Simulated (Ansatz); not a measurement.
Geometry relaxation, with input and output: SiO$_{2}$ (part 2 of 2)

The same run, continued: SiO$_{2}$ (Imma, 12 atoms in the cell); DFT LDA, scalar-relativistic, plane waves, PAW, no spin polarisation (Ansatz 0.2.0); cutoff 420 eV, 6×6×6 k-mesh, Gaussian smearing of 0.02 eV. The structure derives from a Materials Project entry.

Geometry of the input (Å; fractional positions):
```
-2.6233  4.7768  4.4417
2.6233  -4.7768  4.4417
2.6233  4.7768  -4.4417
Si 0.9295  0.8449  0.0846
Si 0.7397  0.1551  0.5846
Si 0.0705  0.1551  0.9154
Si 0.2603  0.8449  0.4154
O  0.1307  0.8807  0.2500
O  0.8693  0.1193  0.7500
O  0.7932  0.5000  0.7932
O  0.2068  0.0000  0.7068
O  0.2068  0.5000  0.2068
O  0.7932  -0.0000  0.2932
O  0.0000  0.0000  0.0000
O  0.5000  0.0000  0.5000
```

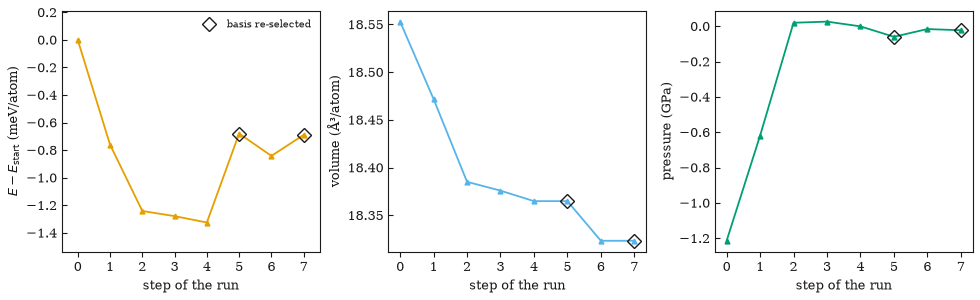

Fig. 1: Progress of the relaxation, step by step (the first geometry is step 0 here and step 1 in the log).

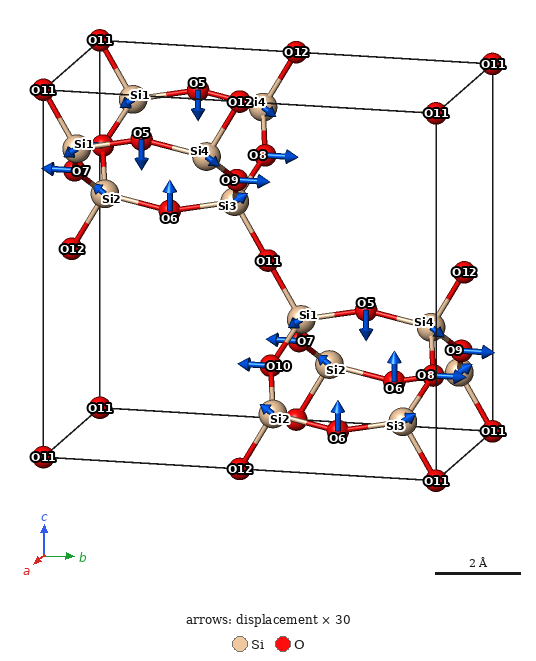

Fig. 2: The starting structure with the displacements (without the part carried along by the change of the cell) as blue arrows, magnified 30 times (ball-and-stick view of the cell 2 times as large as that of the calculation, set on its symmetry axes, seen slightly off an axis). The energy falls by 0.8 meV per atom in 5 geometry steps. Largest force component: 0.087 eV/Å at the start, 0.005 eV/Å at the end. Pressure: −1.21 GPa at the start and −0.02 GPa at the end. The basis was re-selected once at an unchanged geometry, which shifts the energy a little without any move. The largest moves relative to the cell, 0.027 Å, are those of O7, O8, O9 and O10. By element the largest moves are O 0.027 Å, Si 0.013 Å. The drawn cell changes as follows: a 5.247 → 5.230 Å (−0.3 %), b 9.554 → 9.476 Å (−0.8 %), c 8.883 → 8.873 Å (−0.1 %); the volume changes by −1.2 %. Distances before and after: Si1–O5 1.612 → 1.606 Å, Si1–O10 1.609 → 1.604 Å. The space group stays Imma (No. 74). The energy change given includes the shifts at the re-selections in mid-walk, which come without any move. A last SCF at the same geometry on a re-selected plane-wave basis shifts the energy by +0.2 meV per atom. (Atoms are counted from 1 in the order of the input.)

```
basis re-selected at this cell: Δ(F+E_penalty+E_count) = +1.834e-3 eV, ΔP = -0.007 GPa vs the last step (what re-selecting the basis moved, of the pressure what is left beyond the Pulay correction that the steps carried, after the strain that the cell walked since its last selection, with what the two solves' SCF thresholds leave and, on support functions, any second-order correction that the steps lacked; it is no measure of the basis error at this ecutwfc). This SCF's stress stands 4.66e-2 GPa from its target on what of the cell is left free (relax.cell.stress_tol is 5.00e-2 GPa) and its largest allowed force component is 4.99e-3 eV/Å (relax.f_tol is 5.00e-3 eV/Å): within both
SCF converged after 5 iterations
Free energy (F): -6890.576477 eV
Harris-Foulkes:  -6890.576477 eV  (|F-HF|=3.09e-11)
Internal energy: -6890.576477 eV  (E = F + TS)
E sigma→0 (E₀):  -6890.576477 eV
Fermi energy:    1.974782 eV
--- Per-component energies (eV) ---
  E_band       = -497.858168
  E_kinetic    = 1604.439912
  E_local      = -6047.010349  (includes V_loc(G=0)·N_el)
  E_nonlocal   = 502.557221
  E_hartree    = 2350.247836
  E_xc         = -802.501149
  E_vxc        = -939.062253  (∫ρ·V_xc dr)
  E_paw        = -3133.347653  (= ΣΔE_a)
  E_vpaw       = -319.299920  (= ΣTr[D̂ρ^β])
  E_aug_tail   = 0.021399  (compensation charges beyond the density's cutoff)
  E_ewald      = -1366.096388
  E_core_change = 1.112695  (= ΣΔE_core)
  E_smearing   = -0.000000  (= −TS)
  E_closure    = 0.000000  (closes the sum)
  Σ components = -6890.576477   (vs F -6890.576477, Δ=0.00e0)
--- Forces (eV/Å), atoms counted from 1 ---
  atom   1  Si     0.00000000     0.00071943     0.00499052
  atom   2  Si     0.00000000     0.00071943    -0.00499052
  atom   3  Si     0.00000000    -0.00071943    -0.00499052
  atom   4  Si     0.00000000    -0.00071943     0.00499052
  atom   5  O      0.00000000     0.00000000    -0.00192865
  atom   6  O      0.00000000     0.00000000     0.00192865
  atom   7  O     -0.00000000    -0.00009577     0.00000000
  atom   8  O      0.00000000     0.00009577     0.00000000
  atom   9  O     -0.00000000     0.00009577     0.00000000
  atom  10  O      0.00000000    -0.00009577    -0.00000000
  atom  11  O      0.00000000     0.00000000     0.00000000
  atom  12  O      0.00000000     0.00000000     0.00000000
  max |Σ_I F_I| component: 1.08e-18 eV/Å
--- Stress (GPa, compression-positive) ---
       -0.002467       0.000000       0.000000
        0.000000      -0.046643       0.000000
        0.000000       0.000000      -0.018961
  P = ⅓ Tr σ = -0.0227 GPa (-0.227 kbar)
--- Band table (eV; the first three rows and the last of 46) ---
  k-point 0: bands = ["-20.0738", "-19.1272", "-18.6156", "-18.5625", "-17.9845", "-17.9298", "-17.9177", "-17.9036", "-9.7475", "-9.3041", "-8.7327", "-6.6144", "-6.4939", "-6.4510", "-6.4282", "-5.8891", "-4.2597", "-4.0408", "-3.4321", "-3.3934", "-2.9082", "-2.9047", "-2.8683", "-2.8472", "-2.2621", "-2.2135", "-2.1980", "-2.0378", "-1.7909", "-1.4811", "-1.1950", "-0.7389", "4.6884", "7.6289", "7.9640", "8.1305", "8.3399", "8.3663", "8.7100", "9.0431", "9.0797", "9.4408", "9.5320", "9.8845"]
  k-point 1: bands = ["-20.0050", "-19.0805", "-18.8215", "-18.5203", "-17.9768", "-17.9260", "-17.9181", "-17.9063", "-9.7357", "-9.0102", "-8.7999", "-6.6160", "-6.5694", "-6.4833", "-6.3974", "-5.8718", "-4.2448", "-4.0820", "-3.5505", "-3.3311", "-3.0137", "-2.8978", "-2.8830", "-2.7592", "-2.3877", "-2.2490", "-2.2360", "-1.9050", "-1.7886", "-1.6656", "-1.1231", "-0.9025", "5.0008", "7.6224", "8.0514", "8.1472", "8.4419", "8.7272", "8.8127", "8.9624", "9.1786", "9.3795", "9.4755", "10.0986"]
  k-point 2: bands = ["-19.8071", "-19.1546", "-18.9513", "-18.6053", "-17.9576", "-17.9305", "-17.9135", "-17.9124", "-9.5717", "-8.9970", "-8.3679", "-7.0057", "-6.4997", "-6.4973", "-6.2778", "-5.9099", "-4.2356", "-4.1872", "-3.6097", "-3.3318", "-3.2076", "-2.9716", "-2.8138", "-2.5898", "-2.4984", "-2.3613", "-2.2080", "-2.0921", "-1.9915", "-1.4392", "-1.2716", "-1.0703", "5.8223", "7.6170", "8.1353", "8.1890", "8.3661", "8.4866", "9.0086", "9.1746", "9.5547", "9.6816", "9.7929", "9.8074"]
  k-point 45: bands = ["-19.6791", "-19.6094", "-19.1282", "-17.9482", "-17.9422", "-17.9171", "-17.9087", "-17.9055", "-10.7593", "-8.5064", "-7.5757", "-7.5446", "-6.7686", "-6.2755", "-6.0798", "-6.0629", "-4.1011", "-4.0356", "-3.7092", "-3.5979", "-3.1234", "-2.9350", "-2.8386", "-2.7060", "-2.5678", "-2.5216", "-2.3741", "-2.1030", "-1.3298", "-0.9955", "-0.9814", "-0.7581", "6.6083", "6.7213", "6.9591", "7.1080", "7.9040", "8.1457", "8.2404", "9.4236", "9.4366", "9.5024", "10.2044", "10.2152"]
--- Relaxed structure (6 steps of the walk, 6 accepted, 2 SCFs on fresh bases) ---
  F+E_penalty+E_count = -6890.57647672 eV   max|allowed force component| = 4.991e-3 eV/Å   (the final SCF, on the basis selected at the relaxed cell)
  cell:  # Å, volume = 219.8796 Å³
    - [-2.6150634108660924, 4.737872044428454, 4.4366928287553575]
    - [2.6150634108660924, -4.737872044428454, 4.4366928287553575]
    - [2.6150634108660924, 4.737872044428454, -4.4366928287553575]
  atoms:
    - { symbol: Si, position: [0.9275554307222764, 0.8441015155800258, 0.08345391514225069] }
    - { symbol: Si, position: [0.7393523995622246, 0.15589848441997403, 0.5834539151422506] }
    - { symbol: Si, position: [0.07244456927772341, 0.15589848441997417, 0.9165460848577492] }
    - { symbol: Si, position: [0.26064760043777513, 0.8441015155800258, 0.4165460848577493] }
    - { symbol: O, position: [0.127835315147886, 0.8778353151478859, 0.25] }
    - { symbol: O, position: [0.8721646848521141, 0.12216468485211388, 0.7500000000000001] }
    - { symbol: O, position: [0.7902924886731838, 0.4999999999999999, 0.7902924886731839] }
    - { symbol: O, position: [0.20970751132681614, 5.551115123125783e-17, 0.7097075113268161] }
    - { symbol: O, position: [0.20970751132681628, 0.49999999999999994, 0.20970751132681634] }
    - { symbol: O, position: [0.7902924886731839, -1.1102230246251565e-16, 0.29029248867318386] }
    - { symbol: O, position: [-1.2660308426277792e-20, 1.5256100452142858e-21, -1.4185918471492078e-20] }
    - { symbol: O, position: [0.5, 1.5256100452142858e-21, 0.5] }
```

**Trajectory as extended XYZ (Å, eV, eV/Å), 8 frames, from step=1 to step=8**
```
12
Lattice="-2.6233 4.7768 4.4417 2.6233 -4.7768 4.4417 2.6233 4.7768 -4.4417" Properties=species:S:1:pos:R:3:forces:R:3 step=1 energy=-6890.56821 pressure_GPa=-1.21
Si    0.0000    0.8083    7.5059    0.0000   0.0875  -0.0551
Si    0.0000    5.5850    1.3774    0.0000   0.0875   0.0551
Si    2.6233    3.9685   -3.0643    0.0000  -0.0875   0.0551
Si    2.6233   -0.8083    3.0643    0.0000  -0.0875  -0.0551
O     2.6233   -2.3884    3.3818    0.0000   0.0000  -0.0336
O     0.0000    7.1651    1.0599    0.0000   0.0000   0.0336
O     1.3117    5.1892    2.2208    0.0000   0.0341   0.0000
O     1.3117    4.3643   -2.2208    0.0000  -0.0341   0.0000
O     1.3117   -0.4125    2.2208    0.0000  -0.0341   0.0000
O    -1.3117    5.1892    2.2208    0.0000   0.0341   0.0000
O     0.0000    0.0000    0.0000    0.0000   0.0000   0.0000
O     0.0000    4.7768    0.0000    0.0000   0.0000   0.0000
12
Lattice="-2.6195 4.7702 4.4347 2.6195 -4.7702 4.4347 2.6195 4.7702 -4.4347" Properties=species:S:1:pos:R:3:forces:R:3 step=2 energy=-6890.57733 pressure_GPa=-0.62
Si    0.0000    0.8075    7.4937    0.0000   0.0568  -0.0336
Si    0.0000    5.5778    1.3756    0.0000   0.0568   0.0336
Si    2.6195    3.9627   -3.0591    0.0000  -0.0568   0.0336
Si    2.6195   -0.8075    3.0591    0.0000  -0.0568  -0.0336
O     2.6195   -2.3851    3.3769    0.0000   0.0000  -0.0145
O     0.0000    7.1554    1.0578    0.0000   0.0000   0.0145
O     1.3098    5.1813    2.2173    0.0000   0.0099   0.0000
O     1.3098    4.3592   -2.2173    0.0000  -0.0099   0.0000
O     1.3098   -0.4110    2.2173    0.0000  -0.0099   0.0000
O    -1.3098    5.1813    2.2173    0.0000   0.0099   0.0000
O     0.0000    0.0000    0.0000    0.0000   0.0000   0.0000
O     0.0000    4.7702    0.0000    0.0000   0.0000   0.0000
12
Lattice="-2.6155 4.7629 4.4276 2.6155 -4.7629 4.4276 2.6155 4.7629 -4.4276" Properties=species:S:1:pos:R:3:forces:R:3 step=3 energy=-6890.58310 pressure_GPa=0.02
Si    0.0000    0.8067    7.4811    0.0000   0.0122  -0.0036
Si    0.0000    5.5695    1.3740    0.0000   0.0122   0.0036
Si    2.6155    3.9562   -3.0535    0.0000  -0.0122   0.0036
Si    2.6155   -0.8067    3.0535    0.0000  -0.0122  -0.0036
O     2.6155   -2.3814    3.3718    0.0000   0.0000   0.0053
O     0.0000    7.1443    1.0558    0.0000   0.0000  -0.0053
O     1.3077    5.1719    2.2138    0.0000  -0.0136   0.0000
O     1.3077    4.3539   -2.2138    0.0000   0.0136   0.0000
O     1.3077   -0.4090    2.2138    0.0000   0.0136   0.0000
O    -1.3077    5.1719    2.2138    0.0000  -0.0136   0.0000
O     0.0000    0.0000    0.0000    0.0000   0.0000   0.0000
O     0.0000    4.7629    0.0000    0.0000   0.0000   0.0000
12
Lattice="-2.6156 4.7588 4.4289 2.6156 -4.7588 4.4289 2.6156 4.7588 -4.4289" Properties=species:S:1:pos:R:3:forces:R:3 step=4 energy=-6890.58355 pressure_GPa=0.03
Si    0.0000    0.8042    7.4823    0.0000   0.0138  -0.0055
Si    0.0000    5.5630    1.3754    0.0000   0.0138   0.0055
Si    2.6156    3.9547   -3.0535    0.0000  -0.0138   0.0055
Si    2.6156   -0.8042    3.0535    0.0000  -0.0138  -0.0055
O     2.6156   -2.3794    3.3691    0.0000   0.0000   0.0033
O     0.0000    7.1382    1.0597    0.0000   0.0000  -0.0033
O     1.3078    5.1638    2.2144    0.0000  -0.0124   0.0000
O     1.3078    4.3538   -2.2144    0.0000   0.0124   0.0000
O     1.3078   -0.4050    2.2144    0.0000   0.0124   0.0000
O    -1.3078    5.1638    2.2144    0.0000  -0.0124   0.0000
O     0.0000    0.0000    0.0000    0.0000   0.0000   0.0000
O     0.0000    4.7588    0.0000    0.0000   0.0000   0.0000
12
Lattice="-2.6154 4.7542 4.4310 2.6154 -4.7542 4.4310 2.6154 4.7542 -4.4310" Properties=species:S:1:pos:R:3:forces:R:3 step=5 energy=-6890.58411 pressure_GPa=-0.00
Si    0.0000    0.8009    7.4844    0.0000  -0.0015  -0.0018
Si    0.0000    5.5551    1.3776    0.0000  -0.0015   0.0018
Si    2.6154    3.9532   -3.0534    0.0000   0.0015   0.0018
Si    2.6154   -0.8009    3.0534    0.0000   0.0015  -0.0018
O     2.6154   -2.3771    3.3644    0.0000   0.0000   0.0001
O     0.0000    7.1312    1.0666    0.0000   0.0000  -0.0001
O     1.3077    5.1524    2.2155    0.0000  -0.0003   0.0000
O     1.3077    4.3560   -2.2155    0.0000   0.0003   0.0000
O     1.3077   -0.3982    2.2155    0.0000   0.0003   0.0000
O    -1.3077    5.1524    2.2155    0.0000  -0.0003   0.0000
O     0.0000    0.0000    0.0000    0.0000   0.0000   0.0000
O     0.0000    4.7542    0.0000    0.0000   0.0000   0.0000
12
Lattice="-2.6154 4.7542 4.4310 2.6154 -4.7542 4.4310 2.6154 4.7542 -4.4310" Properties=species:S:1:pos:R:3:forces:R:3 step=6 energy=-6890.57636 pressure_GPa=-0.06
Si    0.0000    0.8009    7.4844    0.0000  -0.0013  -0.0018
Si    0.0000    5.5551    1.3776    0.0000  -0.0013   0.0018
Si    2.6154    3.9532   -3.0534    0.0000   0.0013   0.0018
Si    2.6154   -0.8009    3.0534    0.0000   0.0013  -0.0018
O     2.6154   -2.3771    3.3644    0.0000   0.0000   0.0001
O     0.0000    7.1312    1.0666    0.0000   0.0000  -0.0001
O     1.3077    5.1524    2.2155    0.0000  -0.0004   0.0000
O     1.3077    4.3560   -2.2155    0.0000   0.0004   0.0000
O     1.3077   -0.3982    2.2155    0.0000   0.0004   0.0000
O    -1.3077    5.1524    2.2155    0.0000  -0.0004   0.0000
O     0.0000    0.0000    0.0000    0.0000   0.0000   0.0000
O     0.0000    4.7542    0.0000    0.0000   0.0000   0.0000
12
Lattice="-2.6151 4.7379 4.4367 2.6151 -4.7379 4.4367 2.6151 4.7379 -4.4367" Properties=species:S:1:pos:R:3:forces:R:3 step=7 energy=-6890.57831 pressure_GPa=-0.02
Si    0.0000    0.7908    7.4900    0.0000   0.0006   0.0050
Si    0.0000    5.5287    1.3833    0.0000   0.0006  -0.0050
Si    2.6151    3.9471   -3.0533    0.0000  -0.0006  -0.0050
Si    2.6151   -0.7908    3.0533    0.0000  -0.0006   0.0050
O     2.6151   -2.3689    3.3527    0.0000   0.0000  -0.0019
O     0.0000    7.1068    1.0840    0.0000   0.0000   0.0019
O     1.3075    5.1197    2.2183    0.0000   0.0000   0.0000
O     1.3075    4.3561   -2.2183    0.0000   0.0000   0.0000
O     1.3075   -0.3818    2.2183    0.0000   0.0000   0.0000
O    -1.3075    5.1197    2.2183    0.0000   0.0000   0.0000
O     0.0000    0.0000    0.0000    0.0000   0.0000   0.0000
O     0.0000    4.7379    0.0000    0.0000   0.0000   0.0000
12
Lattice="-2.6151 4.7379 4.4367 2.6151 -4.7379 4.4367 2.6151 4.7379 -4.4367" Properties=species:S:1:pos:R:3:forces:R:3 step=8 energy=-6890.57648 pressure_GPa=-0.02
Si    0.0000    0.7908    7.4900    0.0000   0.0007   0.0050
Si    0.0000    5.5287    1.3833    0.0000   0.0007  -0.0050
Si    2.6151    3.9471   -3.0533    0.0000  -0.0007  -0.0050
Si    2.6151   -0.7908    3.0533    0.0000  -0.0007   0.0050
O     2.6151   -2.3689    3.3527    0.0000   0.0000  -0.0019
O     0.0000    7.1068    1.0840    0.0000   0.0000   0.0019
O     1.3075    5.1197    2.2183    0.0000  -0.0001   0.0000
O     1.3075    4.3561   -2.2183    0.0000   0.0001   0.0000
O     1.3075   -0.3818    2.2183    0.0000   0.0001   0.0000
O    -1.3075    5.1197    2.2183    0.0000  -0.0001   0.0000
O     0.0000    0.0000    0.0000    0.0000   0.0000   0.0000
O     0.0000    4.7379    0.0000    0.0000   0.0000   0.0000
```
